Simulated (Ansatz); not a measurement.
Density-of-states calculation of Ni

Ni (P6₃/mmc, 2 atoms in the cell), computed with DFT with r2SCAN, PAW plane waves, spin-polarised (Ansatz 0.2.0).

The structure is a generated one, with these elements put on the sites of a known structure type; it need not be a known phase. It belongs to a series of runs on one base structure; here: another self-consistent electronic state. Figures and captions count atoms from 1; the log counts them from 0 in places.

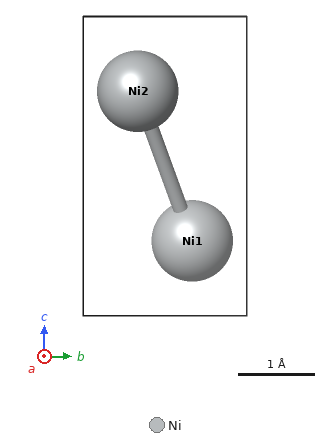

The structure as given in the input (ball-and-stick view of the cell of the calculation, along the a axis; atoms are numbered from 1 in the order of the input).

### Key numbers

| quantity | value |
| --- | --- |
| outcome | converged |
| space group (tolerance 0.01 Å) | P6₃/mmc (194) |
| electrons treated | 36 |
| free energy | −11690.2817 eV |
| Fermi energy | 17.819 eV |
| net moment of the cell | 0.00 μB |
| integrated absolute moment | 1.17 μB |
| pressure | −6.51 GPa |
| electronic character | metal |
| largest force (length of the vector) | under 0.001 eV/Å |
| hardware | 1 thread of an x86-64 CPU, shared host |
| wall time | 31 s |
| peak memory | 0.47 GiB |

### Notes

The program warns: the state was not tested for a lower one; the structure was made exactly symmetric. This electronic state lies 92 meV per atom above the lowest one found.

### Input
```yaml
crystal:
  lattice:
    - [2.514627, 0.0, 0.0]
    - [-1.257309, 2.177734, 0.0]
    - [0.0, 0.0, 3.981978]
  atoms:
    - { symbol: Ni, position: [0.33333, 0.66667, 0.25], spin: 3.03 }
    - { symbol: Ni, position: [0.66666, 0.33333, 0.75], spin: -3.03 }
kpoints:
  mp_grid: { grid: [11, 11, 6], shift: [0, 0, 0] }
magnetization:
  spin_polarized: true
scf:
  occupations: { method: fermi_dirac, width: 0.032 }
  lower_state_search: "off"
  max_iter: 200
hamiltonian:
  pseudopotentials: { kind: paw }
  xc: r2scan
basis:
  ecutwfc: 500
  fft_grid_basis: typed
output:
  forces: true
  stress: true
  eigenvalues: true
  bader: true
  populations: true
  elf: true
  write_potential: true
  volumetric_format: npy
  dos:
    e_range: [-12, 8]
    de: 0.05
    projected: { site_lists: { Ni: [Ni] } }
checkpoint:
  read: saved_state
```

### The program's output
```
Warning: the atoms were moved onto the symmetric positions of the space group found under crystal.symmetry.tolerance 1.0e-5 (fractional; no operation is sought that the atoms, as they stand in a round, miss by more than twice it, and no atom is moved by as much as it), and the run uses the moved positions. Before a round's move an operation carried an atom to 1.26e-5 Å from where it should land, the largest such distance. Atom 0 (counting from 0) moved farthest, by 1.45e-5 Å; the longest move in fractions of the cell, of whichever atom, is 0.74 of the tolerance, in 1 round. To run the atoms as typed, lower crystal.symmetry.tolerance until the operations that they miss are no longer found, or set crystal.symmetry.detect: false (a key that needs symmetry detection or time reversal refuses this as the deck is read). The positions used, in the order of the run's atom list: position: [0.3333333333333333, 0.6666666666666666, 0.25]; position: [0.6666666666666666, 0.3333333333333333, 0.75]; The lattice was moved too: crystal.lattice misses the space group found at crystal.symmetry.tolerance 1.0e-5 in a digit that the deck types, which is why this is a warning: making the lattice exact moves one of its numbers by a whole unit of that number's last typed decimal, or more. The operation that it misses by the most changes a squared length by the fraction 4.56e-6. The run uses the lattice that is a stretch of the typed one, with no rotation, onto the one that keeps every operation to a double's rounding (on a very oblique basis the stretch itself rounds by more); the deck's lattice vector that moved farthest moved by 3.17e-6 Å. To run the lattice as typed, set crystal.symmetry.tolerance under 4.28e-7, the least fraction by which an operation that the lattice misses changes a squared length (the same key also sets how far an atom may lie from its image, so lowering it can lose operations that the atoms keep only within it), or set crystal.symmetry.detect: false, as for the atoms. crystal.lattice made exact, in Å and degrees: [[2.514628811125395, -2.59807621131505e-6, 0.0], [-1.2573121555626974, 2.1777337305609588, 0.0], [0.0, 0.0, 3.981978]]. Pasted over the deck's crystal.lattice, beside positions in fractional coordinates, it runs the same cell (given as lengths and angles, that cell in the form's own orientation, a rigid turn of the misfit's size from the one run here, for which a checkpoint.post_process_only pass over this run's state can be refused: where this run relaxes nothing, give such a pass this deck's own crystal.lattice, as typed; behind a relaxation, as crystal.lattice, the state's own cell, identity.cell in its checkpoint.json), and a matrix so pasted ends this notice, except on a very skew basis of the lattice, where the rounding of the pasted numbers themselves can read as a misfit: the cell is then moved again, and that move is told again. The lattice as run is in this notice's lattice.as_run_ang field (Run.prep()["deck_notices"] in Python, the deck_notice line of an events file, deck_notices of ansatz run --dry-run=json, or deck_notices in record.json in the deck's checkpoint.write directory).
Engine: ansatz 0.2.0, x86_64-unknown-linux-gnu
Pseudopotentials: kind: paw
Pseudopotential: Ni, paw, valence charge 18, recommended cutoff 500 eV (meta_gga), Ni.paw.azcp
Functional definition: r2SCAN
  parameter k0 = 0.174
  parameter k1 = 0.065
  parameter a1 = 4.9479
  exchange = r2scan_x(k0 = k0, k1 = k1, a1 = a1)
  correlation = r2scan_c
Crystal: 2 atoms, lattice volume = 21.806 Å³
Basis set: ecut = 500 eV, 573 PW (Γ), exchange–correlation on 80×80×120 points (64 copies of the dense FFT grid, shifted against one another)
Bands: 26, of which v1, the nominal top of the filled ones, is band 18 counted from 1 (17 counted from 0)
Symmetry: 12 space group operations
Space group: P-6m2 (ITA 187), of the structure as read, at distance tolerance 2.8e-5 Å
Magnetic group: BNS 194.267 (UNI 1497), of the structure as read, at distance tolerance 2.8e-5 Å
k-points: 64 of 726 (time reversal used)
Non-local potential: Ni, projectors of the file, l = 0: 3, l = 1: 2, l = 2: 3, l = 3: 1
PAW form: soft (Blöchl's): semilocal exchange-correlation on the pseudo side does not see the compensation charge
PAW frozen core: Ni, regenerated for the run's functional (the file was generated under x = pbe(κ = 0.804, μ = 0.2195149727645171), c = pbe(β = 0.06672455060314922))
PAW one-centre angular grid: Ni, 590 points (default); XC on 160 Gauss nodes
Initial density: read from a saved state, or passed on in memory by an earlier SCF of this step, an earlier step, the calling program or the single point that the run made first
Starting moments: Σ|m| = 6.06 μB on 2 of 2 sites; this step starts from the density that it was given
Initial wavefunctions: pseudopotential atomic-orbital guess
Functional: x = r2scan, c = r2scan; τ floored in thin density (d = 2e-4 eV/Å³)
iter 1 solved again at ethr=3.60e-5 eV; its pass at ethr=3.10e-3 eV (dr2=1.30e-2 eV) is discarded
SCF iter   1: F=-11690.225310 eV  HF=-11689.429714 eV  |F-HF|=7.96e-1  |Δ(HF+E_count)|=         —  Δρ=2.29e-2 (↑2.29e-2 ↓2.29e-2)  dr2=1.27e-2  dr2_τ=1.22e-3  dr2_m=9.46e-2  M=-0.000 μB ∫|m|=1.261 μB  β_m=1.00  ethr=3.60e-5  ⟨swp⟩=2.1  Hψ=21796  notcnv=0
preconditioner: auto → none  [metal: Δε(μ)=0.032 eV  Ē_g=14.868 eV  σ=0.032 eV  W_gap=0.23  n_scr=8 (ndim 8)  ℏωp=35.6 eV  f_vac=0.000  D(μ)=3.04/eV (n_scr^D=42)]
SCF iter   2: F=-11690.273678 eV  HF=-11690.269083 eV  |F-HF|=4.59e-3  |Δ(HF+E_count)|=   8.39e-1  Δρ=6.20e-3 (↑6.19e-3 ↓6.20e-3)  dr2=9.72e-3  dr2_τ=3.32e-4  dr2_m=8.85e-4  M=-0.000 μB ∫|m|=1.227 μB  β_m=0.30  ethr=3.52e-5  ⟨swp⟩=3.6  Hψ=8323  notcnv=0  κ⁻¹=1.0e0(r=1)
SCF iter   3: F=-11690.280747 eV  HF=-11690.272309 eV  |F-HF|=8.44e-3  |Δ(HF+E_count)|=   3.23e-3  Δρ=3.98e-3 (↑3.94e-3 ↓3.98e-3)  dr2=8.14e-4  dr2_τ=2.01e-4  dr2_m=9.69e-4  M=-0.001 μB ∫|m|=1.216 μB  β_m=0.30  ethr=2.70e-5  ⟨swp⟩=3.0  Hψ=6113  notcnv=0  κ⁻¹=1.7e-3(r=2)
SCF iter   4: F=-11690.280374 eV  HF=-11690.280327 eV  |F-HF|=4.70e-5  |Δ(HF+E_count)|=   8.02e-3  Δρ=3.20e-3 (↑3.20e-3 ↓1.45e-3)  dr2=1.11e-3  dr2_τ=1.35e-5  dr2_m=8.20e-4  M=0.004 μB ∫|m|=1.209 μB  β_m=0.30  ethr=2.26e-6  ⟨swp⟩=2.0  Hψ=7166  notcnv=0  κ⁻¹=1.4e-3(r=3)
SCF iter   5: F=-11690.281073 eV  HF=-11690.280926 eV  |F-HF|=1.47e-4  |Δ(HF+E_count)|=   6.00e-4  Δρ=2.32e-3 (↑1.59e-3 ↓2.32e-3)  dr2=4.27e-4  dr2_τ=6.19e-6  dr2_m=6.06e-4  M=-0.001 μB ∫|m|=1.204 μB  β_m=0.30  ethr=2.26e-6  ⟨swp⟩=1.0  Hψ=3840  notcnv=0  κ⁻¹=2.5e-4(r=4)
SCF iter   6: F=-11690.281510 eV  HF=-11690.281203 eV  |F-HF|=3.06e-4  |Δ(HF+E_count)|=   2.77e-4  Δρ=1.51e-3 (↑1.49e-3 ↓1.51e-3)  dr2=5.12e-6  dr2_τ=2.93e-6  dr2_m=4.45e-4  M=0.000 μB ∫|m|=1.200 μB  β_m=0.30  ethr=1.19e-6  ⟨swp⟩=2.6  Hψ=5146  notcnv=0  κ⁻¹=1.1e-5(r=5)
SCF iter   7: F=-11690.281548 eV  HF=-11690.281374 eV  |F-HF|=1.73e-4  |Δ(HF+E_count)|=   1.71e-4  Δρ=1.34e-3 (↑1.34e-3 ↓1.33e-3)  dr2=1.27e-5  dr2_τ=1.63e-6  dr2_m=3.51e-4  M=0.001 μB ∫|m|=1.197 μB  β_m=0.30  ethr=1.42e-8  ⟨swp⟩=2.0  Hψ=5727  notcnv=0  κ⁻¹=3.7e-6(r=6)
SCF iter   8: F=-11690.281584 eV  HF=-11690.281472 eV  |F-HF|=1.12e-4  |Δ(HF+E_count)|=   9.80e-5  Δρ=1.20e-3 (↑1.17e-3 ↓1.20e-3)  dr2=5.79e-7  dr2_τ=1.24e-6  dr2_m=2.82e-4  M=0.000 μB ∫|m|=1.193 μB  β_m=0.30  ethr=1.42e-8  ⟨swp⟩=2.0  Hψ=5531  notcnv=0  κ⁻¹=2.5e-7(r=7)
SCF iter   9: F=-11690.281606 eV  HF=-11690.281533 eV  |F-HF|=7.28e-5  |Δ(HF+E_count)|=   6.08e-5  Δρ=1.07e-3 (↑1.07e-3 ↓1.07e-3)  dr2=8.77e-7  dr2_τ=9.66e-7  dr2_m=2.27e-4  M=0.001 μB ∫|m|=1.190 μB  β_m=0.30  ethr=1.61e-9  ⟨swp⟩=2.0  Hψ=5679  notcnv=0  κ⁻¹=2.5e-7(r=8)
SCF iter  10: F=-11690.281622 eV  HF=-11690.281573 eV  |F-HF|=4.91e-5  |Δ(HF+E_count)|=   3.99e-5  Δρ=9.57e-4 (↑9.54e-4 ↓9.57e-4)  dr2=8.22e-7  dr2_τ=7.75e-7  dr2_m=1.82e-4  M=0.001 μB ∫|m|=1.187 μB  β_m=0.30  ethr=1.61e-9  ⟨swp⟩=2.0  Hψ=5662  notcnv=0
Mixer restart at iter 10: flushing history
spin-set hold released at iteration 10 (site moments contracting): the magnetisation degrees of freedom join the quasi-Newton model from the next iteration; the mixer history was flushed
SCF iter  11: F=-11690.281634 eV  HF=-11690.281600 eV  |F-HF|=3.43e-5  |Δ(HF+E_count)|=   2.71e-5  Δρ=8.59e-4 (↑8.59e-4 ↓8.47e-4)  dr2=5.33e-7  dr2_τ=6.19e-7  dr2_m=1.45e-4  M=0.001 μB ∫|m|=1.185 μB  β_m=0.43  ethr=1.61e-9  ⟨swp⟩=2.0  Hψ=5658  notcnv=0  κ⁻¹=1.0e0(r=1)
SCF iter  12: F=-11690.281619 eV  HF=-11690.281670 eV  |F-HF|=5.08e-5  |Δ(HF+E_count)|=   6.95e-5  Δρ=4.57e-4 (↑1.78e-4 ↓4.57e-4)  dr2=6.32e-5  dr2_τ=1.58e-7  dr2_m=6.84e-6  M=-0.001 μB ∫|m|=1.168 μB  β_m=1.20  ethr=1.48e-9  ⟨swp⟩=3.0  Hψ=8023  notcnv=0  κ⁻¹=8.8e-3(r=2)
SCF iter  13: F=-11690.281640 eV  HF=-11690.281678 eV  |F-HF|=3.79e-5  |Δ(HF+E_count)|=   7.88e-6  Δρ=2.92e-4 (↑2.92e-4 ↓2.37e-4)  dr2=4.14e-5  dr2_τ=7.84e-8  dr2_m=2.98e-6  M=0.002 μB ∫|m|=1.167 μB  β_m=1.20  ethr=1.48e-9  ⟨swp⟩=2.1  Hψ=5849  notcnv=0  κ⁻¹=1.6e-3(r=3)
SCF iter  14: F=-11690.281676 eV  HF=-11690.281676 eV  |F-HF|=8.15e-8  |Δ(HF+E_count)|=   1.45e-6  Δρ=4.31e-5 (↑4.31e-5 ↓4.03e-5)  dr2=2.35e-7  dr2_τ=6.85e-9  dr2_m=5.43e-8  M=0.001 μB ∫|m|=1.166 μB  β_m=1.20  ethr=1.48e-9  ⟨swp⟩=2.0  Hψ=5635  notcnv=0  κ⁻¹=5.2e-4(r=4)
SCF iter  15: F=-11690.281676 eV  HF=-11690.281676 eV  |F-HF|=1.71e-7  |Δ(HF+E_count)|=   5.95e-8  Δρ=2.28e-5 (↑2.28e-5 ↓1.92e-5)  dr2=6.28e-8  dr2_τ=1.27e-9  dr2_m=1.17e-8  M=0.001 μB ∫|m|=1.167 μB  β_m=1.20  ethr=2.78e-10  ⟨swp⟩=8.1  Hψ=23156  notcnv=0  κ⁻¹=2.3e-4(r=5)
SCF iter  16: F=-11690.281676 eV  HF=-11690.281676 eV  |F-HF|=1.42e-7  |Δ(HF+E_count)|=   8.50e-8  Δρ=1.48e-5 (↑1.48e-5 ↓9.91e-6)  dr2=2.43e-8  dr2_τ=3.20e-10  dr2_m=9.29e-9  M=0.001 μB ∫|m|=1.167 μB  β_m=1.20  ethr=1.74e-10  ⟨swp⟩=8.4  Hψ=20014  notcnv=0  κ⁻¹=1.5e-5(r=6)
iter 17 did not close the SCF: its close was put off for a magnetic moment that had not settled (scf_convergence_deferred on its scf_iter line)
SCF iter  17: F=-11690.281676 eV  HF=-11690.281676 eV  |F-HF|=9.37e-8  |Δ(HF+E_count)|=   7.70e-8  Δρ=1.23e-5 (↑1.23e-5 ↓8.56e-6)  dr2=1.99e-8  dr2_τ=1.85e-10  dr2_m=7.72e-9  M=0.001 μB ∫|m|=1.167 μB  β_m=1.20  ethr=6.74e-11  ⟨swp⟩=8.1  Hψ=19793  notcnv=0  κ⁻¹=1.9e-6(r=7)
iter 18 did not close the SCF: its close was put off for a magnetic moment that had not settled (scf_convergence_deferred on its scf_iter line)
SCF iter  18: F=-11690.281676 eV  HF=-11690.281676 eV  |F-HF|=3.61e-8  |Δ(HF+E_count)|=   1.01e-7  Δρ=9.08e-6 (↑9.08e-6 ↓8.70e-6)  dr2=1.86e-8  dr2_τ=7.89e-11  dr2_m=9.32e-9  M=0.001 μB ∫|m|=1.166 μB  β_m=1.20  ethr=5.54e-11  ⟨swp⟩=6.7  Hψ=20942  notcnv=0  κ⁻¹=4.3e-7(r=8)
iter 19 did not close the SCF: its close was put off for a magnetic moment that had not settled (scf_convergence_deferred on its scf_iter line)
SCF iter  19: F=-11690.281676 eV  HF=-11690.281676 eV  |F-HF|=3.18e-8  |Δ(HF+E_count)|=   1.50e-8  Δρ=9.46e-6 (↑9.46e-6 ↓8.88e-6)  dr2=2.12e-8  dr2_τ=7.79e-11  dr2_m=1.04e-8  M=0.001 μB ∫|m|=1.166 μB  β_m=1.20  ethr=5.16e-11  ⟨swp⟩=6.6  Hψ=18848  notcnv=0  κ⁻¹=1.2e-7(r=8)
iter 20 did not close the SCF: its close was put off for a magnetic moment that had not settled (scf_convergence_deferred on its scf_iter line)
SCF iter  20: F=-11690.281676 eV  HF=-11690.281676 eV  |F-HF|=3.30e-8  |Δ(HF+E_count)|=   1.06e-8  Δρ=8.92e-6 (↑8.92e-6 ↓8.19e-6)  dr2=1.81e-8  dr2_τ=6.94e-11  dr2_m=8.87e-9  M=0.001 μB ∫|m|=1.166 μB  β_m=1.20  ethr=5.16e-11  ⟨swp⟩=6.3  Hψ=18370  notcnv=0  κ⁻¹=1.1e-7(r=8)
SCF iter  21: F=-11690.281676 eV  HF=-11690.281676 eV  |F-HF|=4.00e-8  |Δ(HF+E_count)|=   4.53e-8  Δρ=5.13e-6 (↑5.13e-6 ↓4.99e-6)  dr2=4.81e-9  dr2_τ=2.70e-11  dr2_m=2.78e-9  M=0.001 μB ∫|m|=1.166 μB  ethr=5.02e-11  ⟨swp⟩=6.3  Hψ=20641  notcnv=0
SCF 1 converged in 21 iterations: F = -11690.281676 eV  dr2 = 4.81e-9
  greatest PAW one-centre occupation: 1.001 electrons in one spin orbital (limit 2), on the Ni atom at site 0 (counted from 0), in its partial waves of l = 1
```

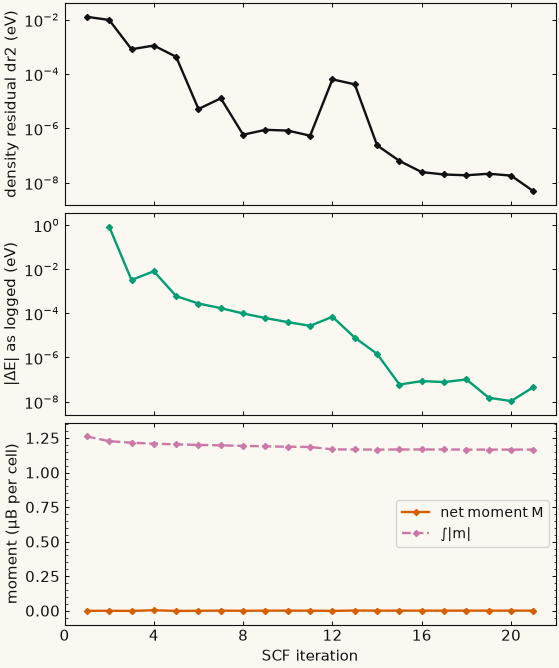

Convergence of the self-consistent field: density residual dr2, size of the energy change and magnetic moment against the SCF iteration. The residual falls unevenly and jumps up by a factor of two or more 2 times on the way down. The net moment stays at 0.0 μB per cell.

```
this state was not tested for a lower state beside it, because the mixer in use, unlike msr1, does not test its closes by its own steps (another_mixer; see scf.mixing.algorithm and scf.lower_state_search)
SCF converged after 21 iterations
Magnetization: 0.0007 μB (18.0003 up, 17.9997 down)
Absolute magnetization: 1.1671 μB (∫|ρ↑−ρ↓|, with the PAW one-centre terms)
Spin contamination: 0.5459 ħ² per cell (⟨S²⟩ above its minimum at these occupations)
Per-site moments (μB) at R_I (Å): [(0.5575125907746362, 1.0164441299602789), (-0.556816008380298, 1.0164441299602789)]
Free energy (F): -11690.281676 eV
Harris-Foulkes:  -11690.281676 eV  (|F-HF|=4.00e-8)
Internal energy: -11690.270485 eV  (E = F + TS)
E sigma→0 (E₀):  -11690.276080 eV
Entropy (-TS):   -0.011192 eV (-5.596 meV/atom)
Fermi energy:    17.819336 eV
--- Per-component energies (eV) ---
  E_band       = -619.508209
  E_kinetic    = 563.899025
  E_local      = -6900.549710  (includes V_loc(G=0)·N_el)
  E_nonlocal   = 1282.702844
  E_hartree    = 2887.050419
  E_xc         = -157.002253
  E_vxc        = -233.007350  (∫ρ·V_xc dr)
  E_paw        = -3289.900966  (= ΣΔE_a)
  E_vpaw       = -1123.895552  (= ΣTr[D̂ρ^β])
  E_aug_tail   = 0.000450  (compensation charges beyond the density's cutoff)
  E_vtau       = 17.240858  (kinetic-family band-sum trace: ∫τ·v_τ [+ j·A + Jᵃ·Aᵃ] dr)
  E_ewald      = -6075.870157
  E_core_change = -0.600137  (= ΣΔE_core)
  E_smearing   = -0.011192  (= −TS)
  E_closure    = 0.000000  (closes the sum)
  Σ components = -11690.281676   (vs F -11690.281676, Δ=0.00e0)
--- Forces (eV/Å), atoms counted from 1 ---
  atom   1  Ni    -0.00000000     0.00000000    -0.00000000
  atom   2  Ni     0.00000000     0.00000000     0.00000000
  max |Σ_I F_I| component: 1.85e-17 eV/Å
--- Stress (GPa, compression-positive) ---
      -11.720906      -0.000000       0.000000
       -0.000000     -11.720906      -0.000000
        0.000000      -0.000000       3.924178
  P = ⅓ Tr σ = -6.5059 GPa (-65.059 kbar)
--- Band table (eV; the first three rows and the last of 128) ---
  k-point 0 ↑: bands = ["-89.3719", "-88.4669", "-48.2503", "-48.2503", "-48.1944", "-47.3912", "-47.2986", "-47.2986", "8.4308", "13.1162", "15.5007", "15.5007", "16.0810", "16.3681", "16.3681", "16.4786", "16.4786", "17.5250", "17.5250", "17.8216", "24.4845", "40.5775", "42.5108", "42.5108", "43.8274", "43.9774"]
  k-point 1 ↑: bands = ["-89.3717", "-88.4670", "-48.2502", "-48.2502", "-48.1898", "-47.3962", "-47.2987", "-47.2987", "8.7255", "12.9660", "15.4544", "15.4544", "15.8974", "16.2495", "16.2495", "16.6588", "16.6588", "16.9890", "17.5171", "17.5171", "26.1173", "40.5311", "42.6962", "42.8005", "42.8005", "43.3021"]
  k-point 2 ↑: bands = ["-89.3715", "-88.4672", "-48.2500", "-48.2500", "-48.1804", "-47.4063", "-47.2989", "-47.2989", "9.5796", "12.2296", "15.2761", "15.3877", "15.3877", "16.0970", "16.0970", "16.3015", "16.9632", "16.9632", "17.4464", "17.4464", "29.5698", "38.1185", "40.9266", "42.2668", "43.6104", "43.6104"]
  k-point 63 ↓: bands = ["-89.3485", "-88.4439", "-48.3721", "-48.3413", "-48.1595", "-47.4197", "-47.3904", "-47.3825", "14.1786", "14.2952", "14.6566", "14.9258", "15.0516", "15.6092", "16.3614", "16.7670", "17.2111", "18.1306", "22.6483", "22.8983", "25.3137", "25.4671", "27.8792", "27.9952", "41.1409", "41.2235"]
--- Löwdin populations: 2 sites ---
  site symbol       q [e]    m [muB]
     0     Ni     17.7854     0.5256
     1     Ni     17.7855    -0.5249
  spilling = 0.011918 (of n_electrons = 36.000000)
--- Bader charges: 2 sites ---
  site symbol  charge [e]  shift [e]    m [muB]
     0     Ni      0.0000     0.0000     0.5412
     1     Ni      0.0000     0.0000    -0.5406
  estimated error of the sums over rays = 4.6e-5 e
```

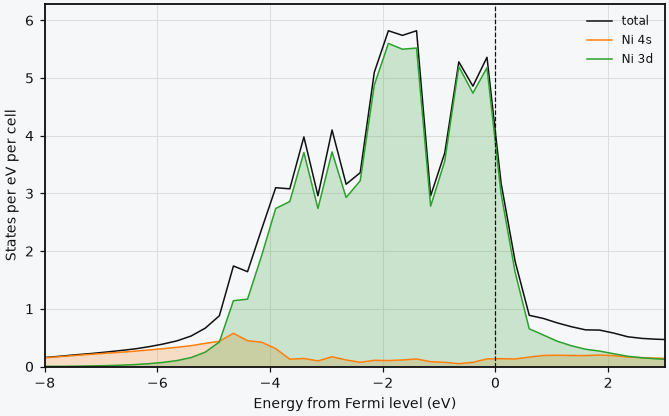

Density of states (projected on Löwdin-orthogonalised atomic shells), with energies from the Fermi level. There are states at the Fermi level: a metal at this level of theory.

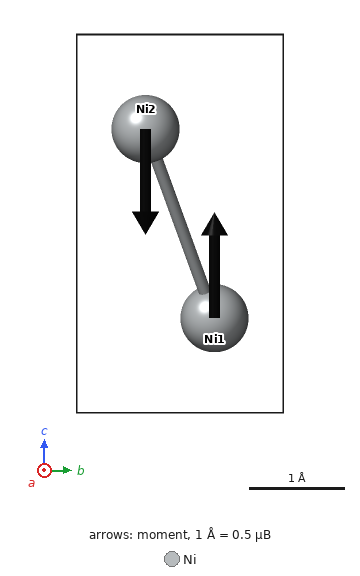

Magnetic moments of the sites as black arrows (ball-and-stick view of the cell of the calculation, along the a axis; atoms are numbered from 1 in the order of the input); small moments hardly show. The run is collinear, so the axis drawn is arbitrary. Site moments: Ni1 (0.56 μB); Ni2 (−0.56 μB). They are counted near the atoms and needn't add up to the moment of the cell.

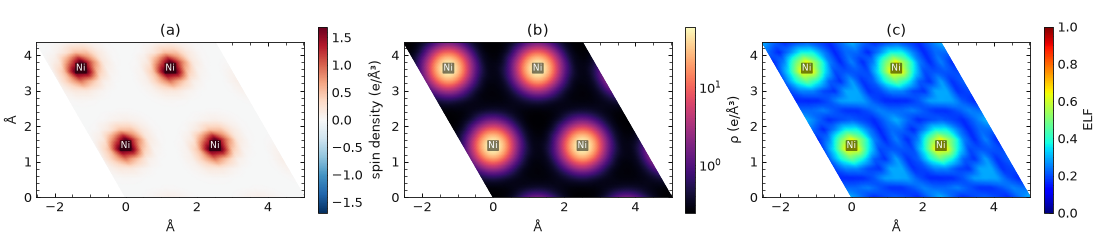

(a) spin density; (b) valence pseudo-density; (c) electron localisation function on the plane of lattice vectors 1 and 2 of the input at fractional height 0.250 along vector 3, 2 × 2 cells, interpolated from points about 0.3 Å apart. The plane passes within 0.2 Å of Ni sites. The density in this plane falls to 0.24 e/Å³ at its lowest. The fields are smooth PAW fields, not the true ones close to the nuclei.
